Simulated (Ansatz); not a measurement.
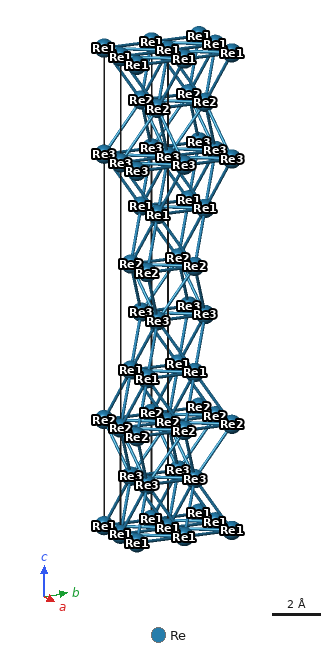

The starting point is crystalline Re (set up in R-3m). The picture is a ball-and-stick view of the conventional cell (3 times the calculation's cell), repeated 2 × 2 × 1 with one cell outlined, seen slightly off an axis. Lengths and directions refer to the drawn axes.

Method: DFT, PBEsol, PAW with Ansatz's default frozen-core files, scalar-relativistic in Ansatz. Set-up: plane-wave cutoff 420 eV; k-point mesh 15 × 15 × 15; occupations fermi dirac; smearing width 0.05 eV; no spin polarisation.

Now this is done to it. The cell is strained by 0.0 % along c and −3.0 % across it (volume −5.9 %), the atoms keeping their fractional coordinates. No relaxation follows.

What does the calculation give for the changed structure?

The energy rises by 45.5 meV per atom. The pressure goes from −6.5 to 19.2 GPa. The principal stresses (compression positive) are 8.0 GPa along c and 24.7 GPa across it. The largest forces, 0.12 eV/Å, act on Re2 and Re3; on Re2 it points along −c. Some distances before and after: Re–Re 2.768 → 2.685 Å, Re–Re 2.746 → 2.717 Å. The space group stays R-3m (No. 166).

Drawn alike, the variant:

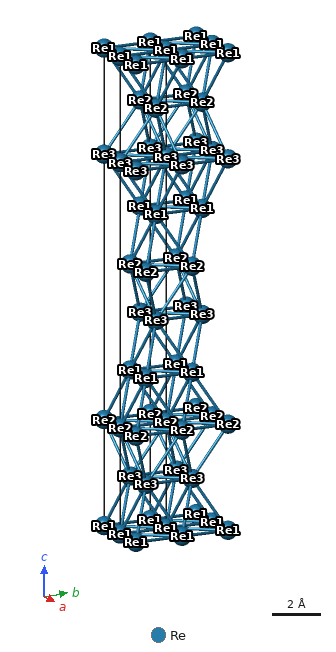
